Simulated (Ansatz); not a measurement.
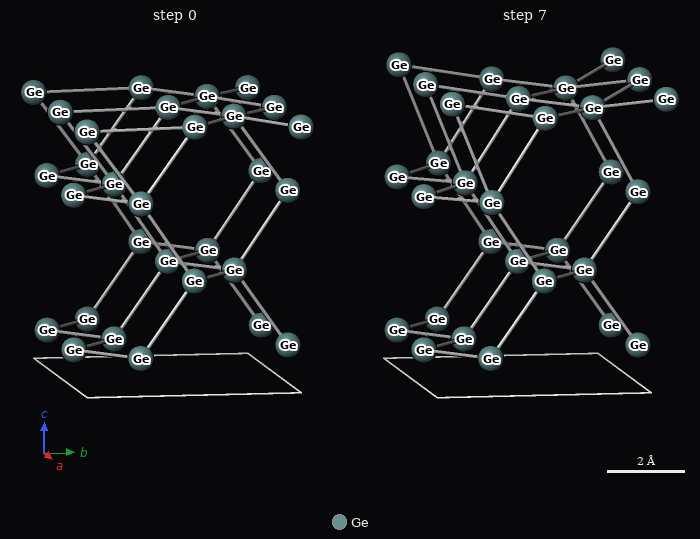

The structure of a slab of composition Ge (cut from the Fd-3m phase) before (left) and after (right) a constrained relaxation, at one scale.

A ball-and-stick model of the 2 × 1 repeat of the cell, outlined in the plane, without the vacuum, seen slightly off an axis.

Case: Ge put at a hollow Ge-Ge-Ge site. The slab is the (1 1 0) face of Ge with Ge on it. 4 atoms are held fixed.

These are results of DFT PBEsol, scalar-relativistic, plane waves, PAW (Ansatz 0.2.0), not measurements. Settings: plane-wave cutoff 420 eV; k-point mesh 7 × 5 × 1; occupations gaussian; smearing width 0.1 eV; no spin polarisation; dipole correction; atoms relaxed in a fixed cell; force threshold 0.03 eV/Å; at most 70 steps.

### Summarise the run.

The atom that moves furthest is a Ge atom (0.83 Å at 29° to the normal (+c side)). The lattice vectors keep their values. Some distances before and after: Ge–Ge 2.401 → 2.817 Å, Ge–Ge 2.860 → 2.500 Å, Ge–Ge 2.448 → 2.605 Å, Ge–Ge 2.440 → 2.571 Å. Among the angles between lasting bonds that change: Ge–Ge–Ge 111.4° → 94.1°, Ge–Ge–Ge 69.0° → 81.9°, Ge–Ge–Ge 177.8° → 168.4°. Over 6 accepted moves (7 points after the start) the energy falls by 0.982 eV per cell of the calculation. Largest force component: 2.1 eV/Å at the start, 0.026 eV/Å at the end. 1 step only repeated the SCF at the same geometry. Cost: 3.5 min on 2 threads of Arm Neoverse V2 (shared host), peak memory 1 GiB.

Limits of the set-up: the periodic images lie only 4.0 Å apart, so the values are limited by the cell's size.
